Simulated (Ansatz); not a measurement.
## Screened interactions in TiSe2 (1T sheet)

Aim: U, U′ and J for the Ti t2g shell of TiSe2 (1T sheet).

Method: non-magnetic PBE, then constrained RPA, plane waves, PAW, in Ansatz 0.2.0.

## Step 1: The structure

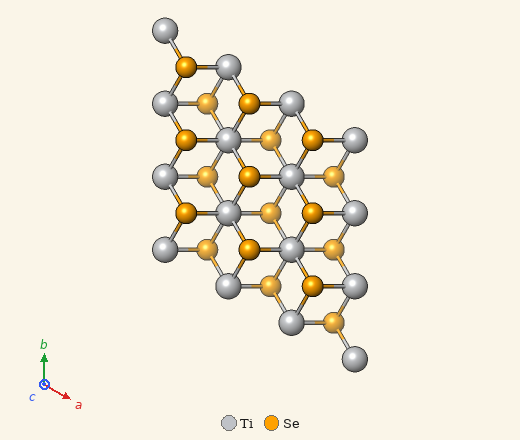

The cell as given, from above (titanium light grey, selenium orange). 3×3×1 cells are drawn. Some periodic images of atoms are drawn too.

The cell holds 3 atoms: 1 Ti and 2 Se. Its edges and angles: a = 3.541 Å, b = 3.541 Å, c = 29.711 Å, α = 90.0°, β = 90.0°, γ = 120.0°. Vacuum lies along c.

The structure was relaxed with PBE. The structure was generated from a model, not taken from a measurement. The runs that relaxed it are not among those shown. The program's search for lower electronic states was switched off, so nothing shows that the state found is the lowest. The default PAW set here is soft_2. Its files were made with PBE. The Coulomb interaction is cut off across the vacuum.

## Step 2: PBE bands and orbital weights

This step: DFT, PBE, plane waves, PAW.

The input, input.yaml:

```yaml
crystal:
  lattice:
    - [0.0, 2.50360319, 2.50360319]
    - [2.50360319, -2.50360319, 0.0]
    - [17.15388013, 17.15388013, -17.15388013]
  atoms:
    - { symbol: Ti, position: [0.0, 0.0, 0.318997104] }
    - { symbol: Se, position: [0.3333333333, 0.6666666667, 0.3710382025] }
    - { symbol: Se, position: [0.6666666667, 0.3333333333, 0.2669560056] }
  periodic: [true, true, false]
kpoints:
  mp_grid: { grid: [12, 12, 1] }
  band_path:
    path:
      - [0.0, 0.0, 0.0]
      - [0.5, 0.0, 0.0]
      - [0.33333333, 0.33333333, 0.0]
      - [0.0, 0.0, 0.0]
    npoints: 10
hamiltonian:
  xc: pbe
scf:
  occupations: { method: gaussian, width: 0.08 }
  n_extra_bands: 19
  max_iter: 150
  lower_state_search: "off"
output:
  eigenvalues: true
  forces: true
  stress: true
  fatbands: true
  write_density: true
  write_potential: true
  elf: true
  volumetric_format: npy
```

Started as:

```bash
ansatz run input.yaml --threads 4 --pin off --max-ram 14745MiB --backend cpu --events-out ev --progress --plain --runs-dir out
```

Numbers of over 12 decimals in the logs are rounded to 6 here.

What it wrote:

```text
scf.n_extra_bands = 19 over 22 filled bands (N_el = 44.0): the run solves 41 bands
Engine: ansatz 0.2.0, aarch64-unknown-linux-gnu
Pseudopotentials: kind: paw
Pseudopotential: Ti, paw, valence charge 12, recommended cutoff 420 eV (normal), Ti.paw.azcp
Pseudopotential: Se, paw, valence charge 16, recommended cutoff 420 eV (normal), Se.paw.azcp
Functional definition: PBE
  parameter kappa = 0.804
  parameter beta = 0.066725
  exchange = pbe_x(kappa = kappa, mu = beta*pi^2/3)
  correlation = pbe_c(beta = beta)
Crystal: 3 atoms, lattice volume = 322.563 Å³
Basis set: ecut = 420 eV, 6261 PW (Γ), exchange–correlation on 48×48×400 points (8 copies of the dense FFT grid, shifted against one another)
Bands: 41, of which v1, the nominal top of the filled ones, is band 22 counted from 1 (21 counted from 0)
Symmetry: 12 space group operations
Space group: P-3m1 (ITA 164), of the structure as read, at distance tolerance 6.9e-5 Å
k-points: 19 of 144
Non-local potential: Ti, projectors of the file, l = 0: 3, l = 1: 2, l = 2: 3, l = 3: 1
Non-local potential: Se, projectors of the file, l = 0: 2, l = 1: 2, l = 2: 3, l = 3: 1
PAW form: soft (Blöchl's): semilocal exchange-correlation on the pseudo side does not see the compensation charge
PAW one-centre angular grid: Ti, 590 points (default); XC on 64 Gauss nodes
PAW one-centre angular grid: Se, 590 points (default); XC on 64 Gauss nodes
Initial density: superposition of atomic densities (neutral atoms: chi_scale 0, normalization atom), corrected by the library's trained network
Initial wavefunctions: pseudopotential atomic-orbital guess
Functional: x = pbe(κ = 0.804, μ = 0.219515), c = pbe(β = 0.066725)
SCF iter   1: F=—  HF=-13441.192883 eV  |F-HF|=—  |Δ(HF+E_count)|=         —  Δρ=1.06e-3  dr2=6.16e-3  ethr=1.77e-3  ⟨swp⟩=9.5  Hψ=4790  notcnv=0  defer=149
preconditioner: auto → LDOS  [metal: Δε(μ)=0.057 eV  Ē_g=12.041 eV  σ=0.080 eV  W_gap=0.34  n_scr=18 (ndim 8)  ℏωp=8.3 eV  f_vac=0.771  D(μ)=1.12/eV (n_scr^D=6)  β→1.0]
SCF iter   2: F=—  HF=-13441.190396 eV  |F-HF|=—  |Δ(HF+E_count)|=   2.49e-3  Δρ=1.07e-3  dr2=9.20e-3  ethr=1.40e-5  ⟨swp⟩=3.8  Hψ=1621  notcnv=0  defer=265
SCF iter   3: F=—  HF=-13441.189627 eV  |F-HF|=—  |Δ(HF+E_count)|=   7.69e-4  Δρ=2.40e-4  dr2=5.66e-4  ethr=1.40e-5  ⟨swp⟩=2.1  Hψ=652  notcnv=0  defer=265
SCF iter   4: F=—  HF=-13441.189580 eV  |F-HF|=—  |Δ(HF+E_count)|=   4.72e-5  Δρ=8.00e-5  dr2=2.72e-5  ethr=1.29e-6  ⟨swp⟩=3.0  Hψ=761  notcnv=0  defer=265
SCF iter   5: F=—  HF=-13441.189584 eV  |F-HF|=—  |Δ(HF+E_count)|=   4.87e-6  Δρ=1.51e-5  dr2=1.12e-6  ethr=6.18e-8  ⟨swp⟩=3.2  Hψ=821  notcnv=0  defer=265
iter 6 met the thresholds in force, and the SCF goes on: an eigenvalue changes by 14.51 meV, over its tolerance of 10.00 meV (output.eigenvalues, Limitations)
SCF iter   6: F=-13441.189586 eV  HF=-13441.189585 eV  |F-HF|=4.21e-7  |Δ(HF+E_count)|=   9.43e-7  Δρ=4.82e-6  dr2=6.19e-8  ethr=2.27e-10  ⟨swp⟩=26.3  Hψ=9028  notcnv=0
SCF iter   7: F=-13441.189586 eV  HF=-13441.189586 eV  |F-HF|=2.22e-8  |Δ(HF+E_count)|=   4.30e-7  Δρ=8.23e-7  dr2=1.70e-9  ethr=1.41e-10  ⟨swp⟩=15.7  Hψ=5680  notcnv=0
SCF 1 converged in 7 iterations: F = -13441.189586 eV  dr2 = 1.70e-9
  greatest PAW one-centre occupation: 1.000 electrons in one spin orbital (limit 2), on the Se atom at site 2 (counted from 0), in its partial waves of l = 2
NSCF: frozen V_eff on 31 k-points
WARN: The input density's exchange-correlation potential varies sharply where the density is thin. Do not read a vacuum level from v_tot or v_xc, or from such a field of the output density. On a cell that repeats whose density bears no net charge and no dipole along the vacuum's axis use v_es (v_loc + v_h of the components); under efield.dipole_correction with no amplitude use v_es + v_field, which holds any external [...]
SCF converged after 7 iterations
an eigenvalue changed by more than its tolerance at an iteration that met the thresholds in force, so the SCF went on 1 time: the last check found none over its tolerance
Free energy (F): -13441.189586 eV
Harris-Foulkes:  -13441.189586 eV  (|F-HF|=2.22e-8)
Internal energy: -13441.185740 eV  (E = F + TS)
E sigma→0 (E₀):  -13441.187663 eV
Entropy (-TS):   -0.003846 eV (-1.282 meV/atom)
Fermi energy:    -5.352998 eV
--- Per-component energies (eV) ---
  E_band       = -1578.259386
  E_kinetic    = 508.416740
  E_local      = -99465.945927  (includes V_loc(G=0)·N_el)
  E_nonlocal   = -1185.279271
  E_hartree    = 49307.085052
  E_xc         = -306.471991
  E_vxc        = -319.003997  (∫ρ·V_xc dr)
  E_paw        = -4868.794303  (= ΣΔE_a)
  E_vpaw       = 269.381183  (= ΣTr[D̂ρ^β])
  E_aug_tail   = -0.001093  (compensation charges beyond the density's cutoff)
  E_ewald      = 42569.805051
  E_smearing   = -0.003846  (= −TS)
  E_closure    = -0.000000  (closes the sum)
  Σ components = -13441.189586   (vs F -13441.189586, Δ=0.00e0)
--- Forces (eV/Å), atoms counted from 1 ---
  atom   1  Ti     0.00000000     0.00000000    -0.00000000
  atom   2  Se     0.00775867     0.00775867    -0.00775867
  atom   3  Se    -0.00775867    -0.00775867     0.00775867
  max |Σ_I F_I| component: 8.67e-19 eV/Å
--- 2D stress c σ (N/m, compression-positive) ---
        0.030914      -0.015457       0.015457
       -0.015457       0.030914       0.015457
        0.015457       0.015457       0.030914
  P = ½ c Tr σ = 0.0464 N/m
--- Band table (eV; the first three rows and the last of 19) ---
  k-point 0: bands = [... 18 lower, -7.5197, -6.7260, -4.8819, -4.8819, -4.8667, -4.8667, -4.5154, -1.8545 (-1.8545°), ... 15 higher]
  k-point 1: bands = [... 18 lower, -7.4999, -6.4840, -5.7286, -5.4015, -4.7457, -4.3864, -4.2323, -2.2378, ... 15 higher]
  k-point 2: bands = [... 18 lower, -7.4588, -6.9052, -6.2490, -5.8732, -4.8549, -4.0430, -3.9721, -2.7538, ... 15 higher]
  k-point 18: bands = [... 18 lower, -9.2395, -7.9782, -7.5836, -7.5836, -4.2210, -3.9041, -3.9041, -2.4450, ... 15 higher]
  ° read free of the cell's end (the report's vacuum.weakly_bound_levels)
```

Elapsed: 12 s, on 4 threads of Arm Neoverse V1, shared host; peak memory 0.77 GiB; 43 s of CPU time.

Reading the cycles: dr2 is the Hartree energy of the density residual (eV), the measure of convergence; HF is the Harris–Foulkes estimate of the energy, which meets the free energy F at convergence.

The electronic bands at the labelled points (eV, zero at the Fermi level):

| point | band 19 | band 20 | band 21 | band 22 | band 23 | band 24 | band 25 | band 26 |
| --- | --- | --- | --- | --- | --- | --- | --- | --- |
| Γ | -2.17 | -1.37 | 0.47 | 0.47 | 0.49 | 0.49 | 0.84 | 3.50 |
| M | -2.62 | -2.28 | -1.85 | -1.05 | 0.00 | 1.35 | 1.72 | 3.37 |
| K | -3.89 | -2.63 | -2.23 | -2.23 | 1.13 | 1.45 | 1.45 | 2.91 |
| Γ | -2.17 | -1.37 | 0.47 | 0.47 | 0.49 | 0.49 | 0.84 | 3.50 |

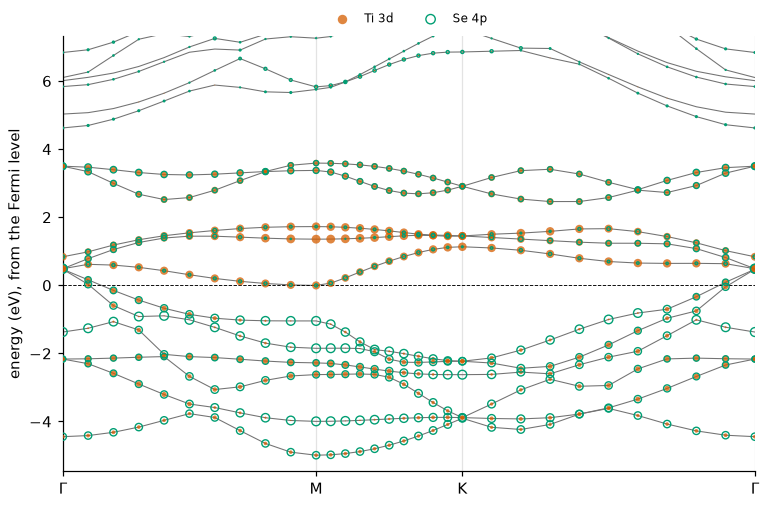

Electronic bands along the path; dots are coloured as in the legend, and their area grows with the weight.

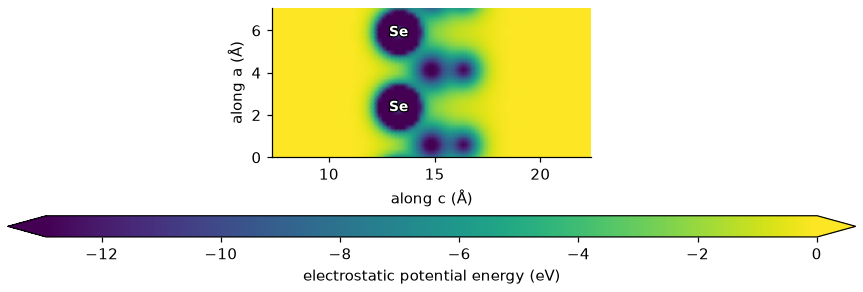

Electrostatic potential energy in the ca plane at fractional y = 0.333, with atoms of Se within 0.2 Å of it. With pseudopotentials it is smooth inside the atoms' cores, unlike the true potential. The far vacuum is left out of the map.

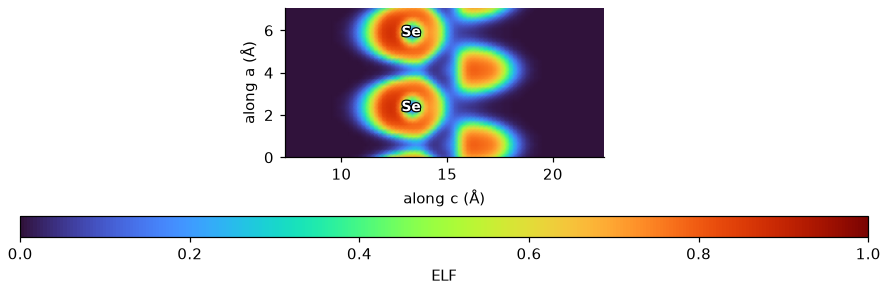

ELF in the ca plane at fractional y = 0.333, with atoms of Se within 0.2 Å of it. It is the smooth field of the valence electrons, not physical close to the nuclei. The far vacuum is left out of the map.

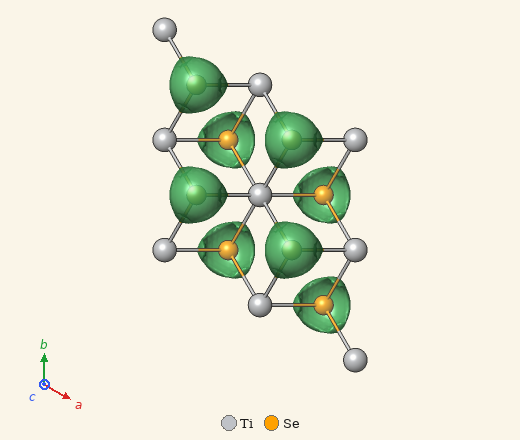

Surface of ELF = 0.79. 2×2×1 cells are drawn.

## Step 3: Constrained RPA: Ti t2g + anion p, bands v6 to c3, 6×6×1 mesh, medium accuracy

Constrained RPA screens the interaction with every transition except those inside the target bands, which a later many-body model would treat itself.

This step: constrained RPA on PBE, plane waves, PAW.

input.yaml, the sections that differ from step 2:

```yaml
kpoints:
  mp_grid: { grid: [12, 12, 1] }
output:
  crpa:
    kmesh: [6, 6, 1]
    target_bands: [v6, c3]
    projections:
      - { species: Ti, l: d, shell: 3, orbitals: [dxz, dyz, dxy] }
      - { species: Se, l: p, shell: 4 }
  local_orbitals:
    kmesh: [12, 12, 1]
    orbitals:
      - { species: Ti, l: d, shell: 3, orbitals: [dxz, dyz, dxy] }
      - { species: Se, l: p, shell: 4 }
    window: { bands: [v6, c3] }
    seedname: lo
# crystal, hamiltonian, scf: as in step 2
```

What it wrote:

```text
[...]
Crystal: 3 atoms, lattice volume = 322.563 Å³
Basis set: ecut = 420 eV, 6261 PW (Γ)
Bands: 41, of which v1, the nominal top of the filled ones, is band 22 counted from 1 (21 counted from 0)
Symmetry: 12 space group operations
[...]
k-points: 19 of 144
[...]
SCF iter   1: F=—  HF=-13441.192898 eV  |F-HF|=—  |Δ(HF+E_count)|=         —  Δρ=1.06e-3  dr2=6.17e-3  ethr=1.77e-3  ⟨swp⟩=9.5  Hψ=4790  notcnv=0  defer=149
[...]
SCF iter   6: F=-13441.189621 eV  HF=-13441.189621 eV  |F-HF|=2.48e-7  |Δ(HF+E_count)|=   1.06e-6  Δρ=4.81e-6  dr2=6.14e-8  ethr=2.27e-10  ⟨swp⟩=16.9  Hψ=6233  notcnv=0
SCF 1 converged in 6 iterations: F = -13441.189621 eV  dr2 = 6.14e-8
[...]
NSCF: frozen V_eff on 22 k-points
[...]
cRPA screening: q 1/36
cRPA screening: q 2/36
cRPA screening: q 6/36 (q-point 3)
cRPA screening: q 10/36 (q-point 4)
cRPA screening: q 12/36 (q-point 8)
cRPA screening: q 14/36 (q-point 9)
cRPA screening: q 18/36 (q-point 10)
cRPA screening: q 22/36 (q-point 11)
cRPA screening: q 26/36 (q-point 12)
cRPA screening: q 28/36 (q-point 15)
cRPA screening: q 30/36 (q-point 16)
cRPA screening: q 34/36 (q-point 17)
cRPA screening: q 36/36 (q-point 22)
SCF converged after 6 iterations
Free energy (F): -13441.189621 eV
[...]
Internal energy: -13441.185775 eV  (E = F + TS)
E sigma→0 (E₀):  -13441.187698 eV
Entropy (-TS):   -0.003846 eV (-1.282 meV/atom)
Fermi energy:    -5.352666 eV
[...]
--- Band table (eV; the first three rows and the last of 19) ---
  k-point 0: bands = [... 18 lower, -7.5194, -6.7256, -4.8816, -4.8816, -4.8663, -4.8663, -4.5151, -1.8541, ... 15 higher]
  k-point 1: bands = [... 18 lower, -7.4995, -6.4836, -5.7283, -5.4012, -4.7454, -4.3861, -4.2319, -2.2374, ... 15 higher]
  k-point 2: bands = [... 18 lower, -7.4585, -6.9048, -6.2487, -5.8728, -4.8546, -4.0427, -3.9718, -2.7534, ... 15 higher]
  k-point 18: bands = [... 18 lower, -9.2391, -7.9778, -7.5832, -7.5832, -4.2207, -3.9039, -3.9039, -2.4447, ... 15 higher]
  the weakly bound empty levels are not read free of the cell's end (no_gap_told)
--- cRPA (band scheme, projected local orbitals): target bands 17..25 (1-based), 9 Wannier function(s), 6×6×1 mesh, 50 bands' worth read of 55 solved, ecut_chi 136.0 eV, v(q+G=0) probe_charge, pair densities all_electron ---
  χ-basis size per q: N_G = 1146..1178
  window electrons = 12.0000, filled by tetrahedron_uncorrected; constrained ε̄⁻¹(q = 0, 0) head = 0.673844; min gauge Gram eig = 0.4145
  Kanamori averages over each shell's own Wannier functions (sites counted from 0, functions from 1):
  Each shell's averages of U are screened by what lies outside the whole window alone: parameters of one model of all the shells.
    Site 0, 3D, 3 of 5 d orbitals (Wannier functions 1, 2, 3; wannier90's mr 2, 3, 5):
      screened: U = 4.9569 eV, U' = 4.0293 eV, J = 0.4579 eV
      screened, to within: U = 1.3e-2 eV, U' = 1.3e-2 eV, J = 8.4e-4 eV
      bare: V = 15.9985 eV, V' = 14.8211 eV, J = 0.5785 eV
    Site 1, 4P, 3 of 3 p orbitals (Wannier functions 4, 5, 6; wannier90's mr 1, 2, 3):
      screened: U = 4.3958 eV, U' = 3.5153 eV, J = 0.3297 eV
      screened, to within: U = 1.1e-2 eV, U' = 1.1e-2 eV, J = 9.9e-4 eV
      bare: V = 10.7223 eV, V' = 9.2071 eV, J = 0.5226 eV
    Site 2, 4P, 3 of 3 p orbitals (Wannier functions 7, 8, 9; wannier90's mr 1, 2, 3):
      screened: U = 4.3958 eV, U' = 3.5153 eV, J = 0.3297 eV
      screened, to within: U = 1.1e-2 eV, U' = 1.1e-2 eV, J = 9.9e-4 eV
      bare: V = 10.7223 eV, V' = 9.2071 eV, J = 0.5226 eV
  Hermiticity witness max|P − P†| over intra, direct and exchange elements: 1.07e-14 eV (screened), 8.41e-17 eV (bare)
  Reality witness max|Im| over intra, direct and exchange elements: 4.66e-12 eV (screened), 1.13e-11 eV (bare)
```

Wall time 8.9 min (4 threads); peak memory 2 GiB.

This step gave:

```
U                                                 : 4.957 eV
U prime (inter-orbital)                           : 4.029 eV
J                                                 : 0.4579 eV
bare V                                            : 16.00 eV
bare J                                            : 0.5785 eV
stated bound on U                                 : 0.01229 eV
U over bare V                                     : 0.3098
electrons in the window                           : 12.00
head of the constrained inverse dielectric matrix : 0.6738
least eigenvalue of the projection's overlap      : 0.4145
target functions                                  : 9
bands in the sums                                 : 50
r.m.s. miss of the model bands                    : 7.49e-4 eV
width of the target bands                         : 6.716 eV
weight of the projected orbitals in the window    : 0.9563
```

On the Ti t2g shell, screening brings the on-site interaction from 16.0 eV down to U = 4.96 eV.

Kanamori averages over each shell's functions. Crpa shells, by row:

| site | element | shell | orbitals | U (eV) | U' (eV) | J (eV) | bare V (eV) | bare V' (eV) | bare J (eV) | bound on U (eV) |
| --- | --- | --- | --- | --- | --- | --- | --- | --- | --- | --- |
| 1 | Ti | 3D | 3 | 4.957 | 4.029 | 0.4579 | 16 | 14.82 | 0.5785 | 0.01229 |
| 2 | Se | 4P | 3 | 4.396 | 3.515 | 0.3297 | 10.72 | 9.207 | 0.5226 | 0.0104 |
| 3 | Se | 4P | 3 | 4.396 | 3.515 | 0.3297 | 10.72 | 9.207 | 0.5226 | 0.0104 |

Projected local orbitals of the target window. The electronic bands at the labelled points (eV, zero at the Fermi level; # counts the bands kept):

| point | #3 | #4 | #5 | #6 | #7 | #8 | #9 |
| --- | --- | --- | --- | --- | --- | --- | --- |
| Γ | -2.17 | -1.37 | 0.47 | 0.47 | 0.49 | 0.49 | 0.84 |
| M | -2.62 | -2.28 | -1.85 | -1.05 | 0.00 | 1.35 | 1.72 |
| K | -3.89 | -2.63 | -2.23 | -2.23 | 1.13 | 1.45 | 1.45 |
| Γ | -2.17 | -1.37 | 0.47 | 0.47 | 0.49 | 0.49 | 0.84 |

The same for Kohn-Sham, solved directly:

| point | #3 | #4 | #5 | #6 | #7 | #8 | #9 |
| --- | --- | --- | --- | --- | --- | --- | --- |
| Γ | -2.17 | -1.37 | 0.47 | 0.47 | 0.49 | 0.49 | 0.84 |
| M | -2.62 | -2.28 | -1.85 | -1.05 | 0.00 | 1.35 | 1.72 |
| K | -3.89 | -2.63 | -2.23 | -2.23 | 1.13 | 1.45 | 1.45 |
| Γ | -2.17 | -1.37 | 0.47 | 0.47 | 0.49 | 0.49 | 0.84 |

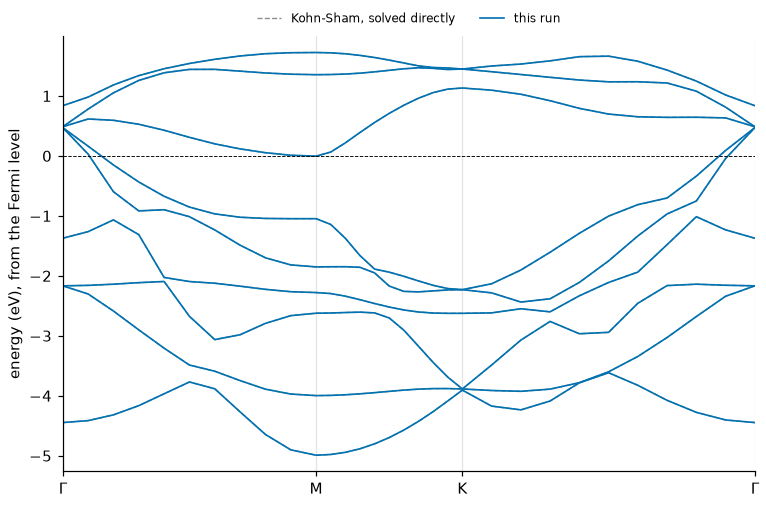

Electronic bands along the path; dashed: Kohn-Sham, solved directly.

Onsite levels, by row:

| orbital | level less Fermi level (eV) |
| --- | --- |
| Ti1 dxz | 0.4437 |
| Ti1 dyz | 0.4437 |
| Ti1 dxy | 0.4437 |
| Se2 pz | -2.26 |
| Se2 px | -2.26 |
| Se2 py | -2.26 |
| Se3 pz | -2.26 |
| Se3 px | -2.26 |
| Se3 py | -2.26 |

Largest distinct elements between sites. Hoppings, by row:

| from | to | cell | distance (Å) | t (eV) |
| --- | --- | --- | --- | --- |
| Se3 py | Ti1 dyz | 0 0 0 | 2.563 | -0.7577 |
| Se3 py | Se2 py | 1 -1 0 | 5.126 | 0.5667 |
| Ti1 dxz | Ti1 dxz | 1 1 0 | 3.541 | -0.3599 |
| Se2 py | Se3 py | -1 0 0 | 3.707 | 0.3053 |
| Se2 pz | Se2 px | -1 -1 0 | 3.541 | 0.2888 |
| Se3 px | Se3 px | -1 -1 0 | 3.541 | 0.2852 |
| Se3 pz | Se3 px | -1 -1 0 | 3.541 | 0.2157 |
| Ti1 dyz | Ti1 dyz | -1 -1 0 | 3.541 | 0.1003 |
| Se3 pz | Se2 py | 0 -1 0 | 3.707 | -0.0991 |
| Se2 px | Ti1 dyz | 1 0 0 | 4.371 | 0.0898 |
| Se3 py | Se3 py | -1 -1 0 | 3.541 | -0.0879 |
| Ti1 dxy | Ti1 dyz | -1 -1 0 | 3.541 | 0.0861 |

(Part 1 of 2 ends here.)

[Paths, hosts, dates, memory and timing lines, banners, echoed tables and standing remarks are left out of the program output.]

[Logs are printed without paths, hosts, clocks, repeated set-up lines and the standing remarks that a program may print on its own settings, such as how far it seeks lower states.]

[Runs of the session that timed out or met a known fault of the program may be left out.]

[Hosts, paths, dates, database ids (printed as entryN), source tags and the programs' standing remarks are cut or masked in the printed files.]
